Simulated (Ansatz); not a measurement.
# Bi₄Se₅ (slab): what the fields show

Input

```
crystal:
  lattice:
    - [4.1436098851, 0.0, 0.0]
    - [-2.0718049425, 3.5884714238, 0.0]
    - [0.0, 0.0, 30.141262224]
  atoms:
    - { symbol: Bi, position: [0.3333333333, 0.6666666667, 0.2547928366] }
    - { symbol: Se, position: [0.6666666667, 0.3333333333, 0.3032115396] }
    - { symbol: Se, position: [0.0, 0.0, 0.3841447063] }
    - { symbol: Bi, position: [0.3333333333, 0.6666666667, 0.4365911532] }
    - { symbol: Se, position: [0.6666666667, 0.3333333333, 0.4999999996] }
    - { symbol: Bi, position: [0.0, 0.0, 0.5634088486] }
    - { symbol: Se, position: [0.3333333333, 0.6666666667, 0.6158552949] }
    - { symbol: Se, position: [0.6666666667, 0.3333333333, 0.6967884597] }
    - { symbol: Bi, position: [0.0, 0.0, 0.7452071615] }
basis:
  ecutwfc: 420
kpoints:
  mp_grid: { grid: [9, 9, 1] }
  band_path:
    path:
      - [0.5, 0, 0]
      - [0, 0, 0]
      - [0.3333333333333, 0.3333333333333, 0]
      - [0.5, 0, 0]
    npoints: 12
hamiltonian:
  xc: pbe
  dispersion: d3bj
scf:
  occupations: { method: gaussian, width: 0.05 }
  n_extra_bands: 24
output:
  forces: true
  eigenvalues: true
  populations: true
  fatbands: true
  write_density: true
  write_potential: true
  elf: true
  volumetric_format: npy
efield:
  axis: 3
  dipole_correction: true
  ramp_width: 0.04
```

Command:

```sh
ansatz run input.yaml --threads 4 --pin off --max-ram 10240MiB --backend cpu --events-out ev --progress --plain --runs-dir out
```

Built by placing these elements on a known structure type.

Theory: DFT PBE+D3(BJ), scalar-relativistic, plane waves, PAW in Ansatz 0.2.0.

In a PAW calculation such maps are meaningful between the atoms, not at the nuclei.

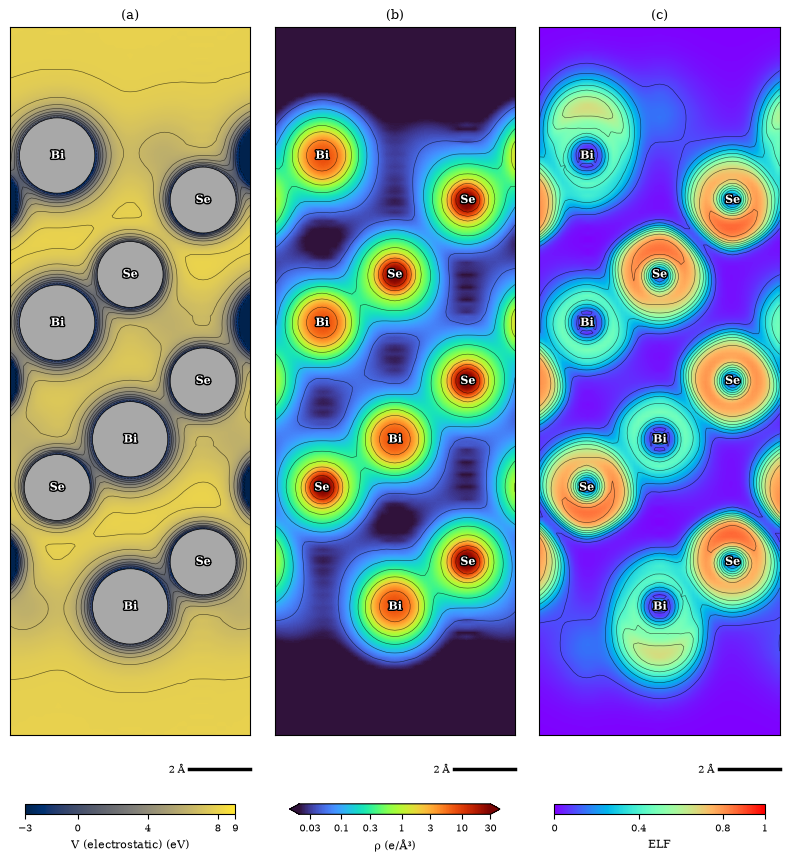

Figure 1. (a) electrostatic potential energy of an electron; (b) valence pseudo-density; (c) ELF on the (110) plane of the calculation cell, a cut from vacuum to vacuum. Grey discs cover the atomic cores in the potential map.

Question: Interpret the plot.

Answer: Atoms in the plane: Bi and Se. Bi–Se (2.80 Å): ρ at the midpoint is about 0.36 e/Å³; the ELF is about 0.45 at the midpoint and 0.35 at its lowest between the atoms. Bi–Se (2.87 Å): the density is about 0.33 e/Å³ at the midpoint; the ELF is about 0.45 at the midpoint and 0.35 at its lowest between the atoms. Bi–Se (3.06 Å): the density is about 0.22 e/Å³ at the midpoint; the ELF is about 0.30 at the midpoint. The density dies away to nearly zero in the vacuum. The ELF also peaks beside Se, away from the bonds: lone-pair regions. The features right at Bi lie inside the PAW spheres, where the map follows smoothed inner orbitals and isn't to be read closely. Outside the cores the potential energy rises away from the atoms and is highest in the vacuum; its zero is arbitrary.

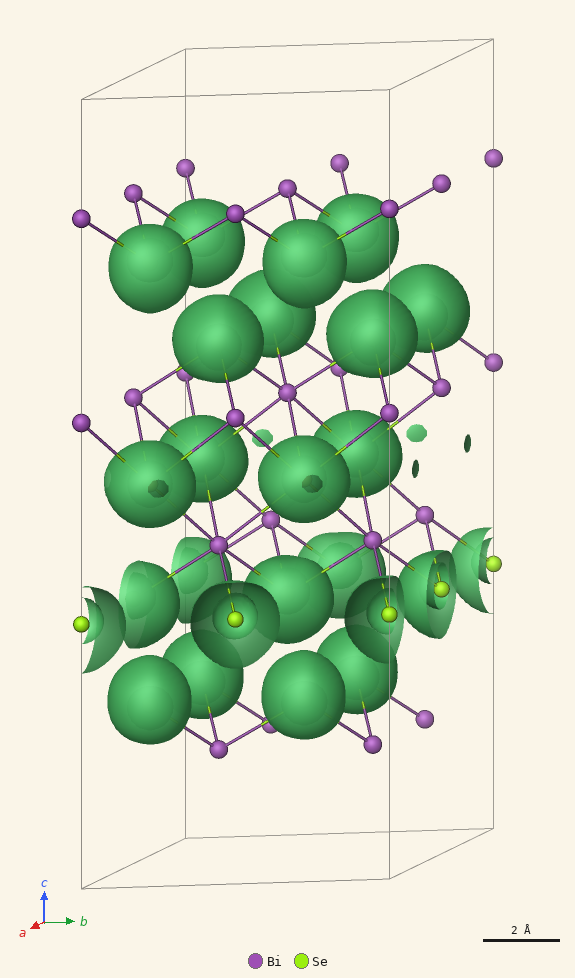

Figure 2. Isosurface of the ELF at 0.7 (green), seen slightly off an axis. Core shells and regions of very low density are left out. Sticks mark near contacts.

Question: What do the ELF domains correspond to?

Answer: The ELF exceeds this value in five regions wrapped around Se (the valence shell of each), counted in one cell of 9 atoms. Counts are for one cell; the picture repeats the cell along the surface.

Question: Does the calculation give a band gap?

Answer: It is gapless in this calculation (a metal or semimetal).
